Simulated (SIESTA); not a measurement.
**Si: 7 runs along one coordinate**

System: Si (1 atom in the cell).
Method: Kohn-Sham DFT of a periodic cell, LDA, PseudoDojo 0.4 standard, converted to PSML, no spin polarisation (SIESTA 5.4.2).

The 7 runs differ only in the geometry, by an even scaling of the cell at fixed fractional positions. The structure derives from a Materials Project entry.

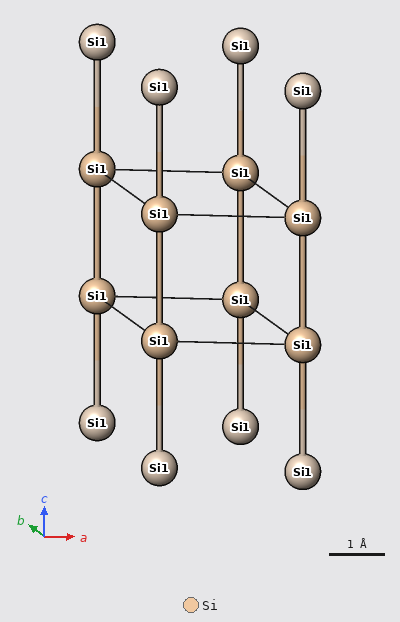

Figure 1. The structure of run 4 (ball-and-stick view of the cell of the calculation, seen at an oblique angle; neighbours outside the cell are drawn fainter; atoms are numbered from 1 in the order of the input). An atom can appear more than once, as a periodic image.

**Input of run 4**
```
SystemName                      Si
SystemLabel                     Si
NumberOfSpecies                 1
NumberOfAtoms                   1
%block ChemicalSpeciesLabel
  1  14 Si
%endblock ChemicalSpeciesLabel

LatticeConstant                 1.0 Ang
%block LatticeVectors
     2.6205428149     0.0000000000     0.0000000000
    -1.3102714075     2.2694566494     0.0000000000
     0.0000000000     0.0000000000     2.4663543900
%endblock LatticeVectors
AtomicCoordinatesFormat         Fractional
%block AtomicCoordinatesAndAtomicSpecies
     0.0000000000     0.0000000000     0.0000000000  1  Si
%endblock AtomicCoordinatesAndAtomicSpecies

%block kgrid.MonkhorstPack
   12   0   0  0.0
    0  12   0  0.0
    0   0  11  0.0
%endblock kgrid.MonkhorstPack
XC.Functional                   LDA
XC.Authors                      PW92
PAO.BasisSize                   DZP
PAO.EnergyShift                 0.003 Ry
Mesh.Cutoff                     500 Ry
OccupationFunction              FD
ElectronicTemperature           0.05 eV
MaxSCFIterations                120
SCF.MustConverge                false
SCF.Mixer.Method                Pulay
SCF.Mixer.Weight                0.25
SCF.Mixer.History               8
SCF.DM.Tolerance                5.0e-05
SCF.H.Tolerance                 1.0e-03 eV
WriteForces                     true
Charge.Mulliken                 end
BandLinesScale                  ReciprocalLatticeVectors
%block BandLines
    1    0.000000   0.000000   0.000000  \Gamma
   10    0.500000   0.000000   0.000000  M
    6    0.333333   0.333333   0.000000  K
   11    0.000000   0.000000   0.000000  \Gamma
    9    0.000000   0.000000   0.500000  A
   10    0.500000   0.000000   0.500000  L
    6    0.333333   0.333333   0.500000  H
   11    0.000000   0.000000   0.500000  A
    1    0.500000   0.000000   0.500000  L
    9    0.500000   0.000000   0.000000  M
    1    0.333333   0.333333   0.000000  K
    9    0.333333   0.333333   0.500000  H
%endblock BandLines
```

Command:
```bash
siesta Si.fdf > Si.out 2>&1
```

Lattice vectors (Å) and fractional positions of run 4:
```
   2.620543    0.000000    0.000000
  -1.310271    2.269457    0.000000
   0.000000    0.000000    2.466354
Si  0.000000  0.000000  0.000000
```

Run 3 has the same physical settings and fractional positions; its lattice vectors (Å) are:
```
   2.602955    0.000000    0.000000
  -1.301477    2.254225    0.000000
   0.000000    0.000000    2.449801
```

**Results, with one run withheld**

```csv
run,volume per atom (Å³),"free energy per atom, from the lowest run given (meV)",pressure (GPa)
1,13.788,17.68,7.38
2,14.081,6.90,4.46
3,14.375,?,?
4,14.668,0.00,−0.47
5,14.961,2.81,−2.55
6,15.255,9.23,−4.39
7,15.548,18.80,−6.02
```

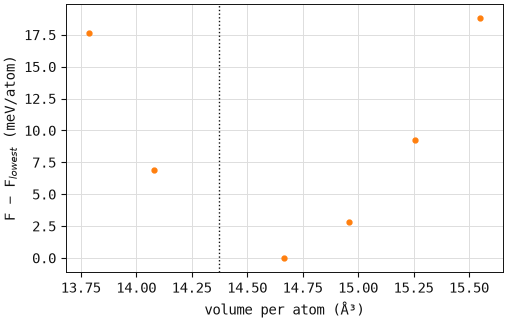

Figure 2. Free energy per atom of the runs given; the dotted line marks run 3.

Estimate the energy of run 3 from the others.

A cubic polynomial in V^(−2/3) (the Birch–Murnaghan form), fitted to the 6 runs given, misses them by at most 0.01 meV per atom. With x = V^(−2/3) − 0.16668 Å⁻², it reads F = 0.094645 − 570.34 x + 4.0768e+05 x² + 1.0053e+06 x³ (meV per atom). At run 3 it gives 1.18 meV per atom, and the run itself gives 1.20. The slope of the fit gives a pressure −dF/dV of 1.83 GPa there, and the run prints 1.84 GPa. The fit has its minimum at 14.603 Å³ per atom, where V d²F/dV² gives 112 GPa. Cell shape and fractional positions are held, so this is the stiffness under even scaling; the relaxed bulk modulus wasn't computed.

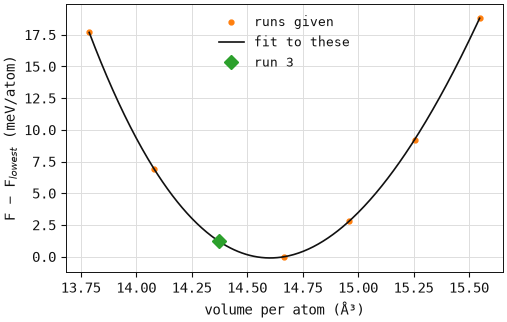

Figure 3. The fit and the withheld run.

**Some lines of the output (run 3)**
```
[...]
outcell: Cell volume (Ang**3)        :     14.3746
stepf: Fermi-Dirac step function
siesta: Etot    =      -115.652515
siesta: FreeEng =      -115.655718
        iscf     Eharris(eV)        E_KS(eV)     FreeEng(eV)     dDmax    Ef(eV) dHmax(eV)
siesta: E_KS(eV) =             -115.6545
siesta: E_KS - E_eggbox =      -115.6545
siesta: Etot    =      -115.654455
siesta: FreeEng =      -115.657575
siesta:         Fermi =      -5.901880
siesta: Cell volume =         14.374565 Ang**3
    Orbital volume contribution        =           1.137899 eV
```

Notes: Points of doubt noted for this run: mulliken charges of long orbitals. With a small basis of atomic orbitals these values can differ much from converged plane-wave results.
